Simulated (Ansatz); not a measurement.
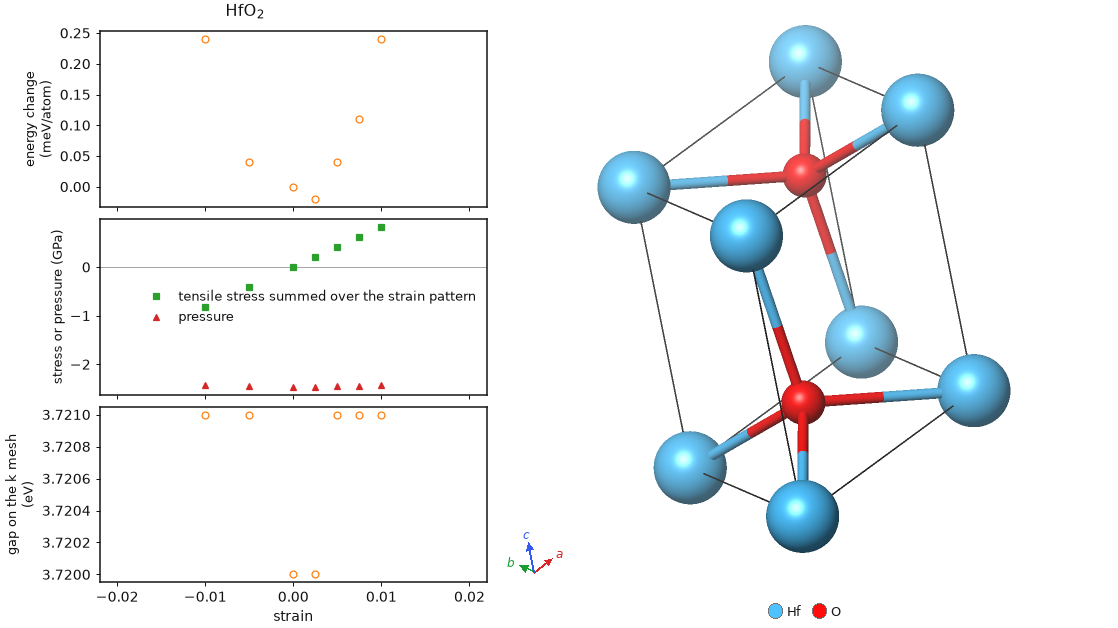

The figure shows the energy change, tensile stress summed over the strain pattern, pressure and gap on the k mesh against strain for HfO₂, space group Fm-3m (No. 225). The cell is drawn beside the plot.

Starting cell:
```yaml
crystal:
  lattice:
    - [0.00000, 2.55750, 2.55750]
    - [2.55750, 0.00000, 2.55750]
    - [2.55750, 2.55750, 0.00000]
  atoms:
    - { symbol: Hf, position: [0.00000, 0.00000, 0.00000] }
    - { symbol: O, position: [0.25000, 0.25000, 0.25000] }
    - { symbol: O, position: [0.75000, 0.75000, 0.75000] }
```

Calculation (Ansatz 0.2.0): homogeneous strain of a crystal along one Voigt pattern with engineering shear, fractional coordinates fixed, by plane-wave density functional theory with PAW datasets, free energies less that of the undisturbed cell, pressure positive in compression; scalar-relativistic. Level: PBE, no spin polarisation.

- wave cutoff: 420 eV
- k mesh: 8×8×8
- occupations: Gaussian
- smearing width: 0.05 eV
- k shift: (0, 0, 0) (mesh steps)
- start: as given
- strain pattern: (0, 0, 0, 0, 0, 1) (xx yy zz yz xz xy with engineering shear)

The points at strain −0.015, −0.005, 0.01 and 0.02 follow from computed ones by symmetry.

The points at strain −0.0200, −0.0150, 0.0125, 0.0150, 0.0175 and 0.0200 are left out of the plot. What values does the calculation give there?

| strain | energy change (meV/atom) | tensile stress summed over the strain pattern (GPa) | pressure (GPa) | gap on the k mesh (eV) |
| --- | --- | --- | --- | --- |
| −0.0200 | 1.09 | −1.657 | −2.351 | 3.723 |
| −0.0150 | 0.59 | −1.242 | −2.399 | 3.722 |
| 0.0125 | 0.39 | 1.034 | −2.418 | 3.721 |
| 0.0150 | 0.59 | 1.242 | −2.399 | 3.722 |
| 0.0175 | 0.83 | 1.450 | −2.377 | 3.722 |
| 0.0200 | 1.09 | 1.657 | −2.351 | 3.723 |

Keep in mind: reference crystal is not relaxed.
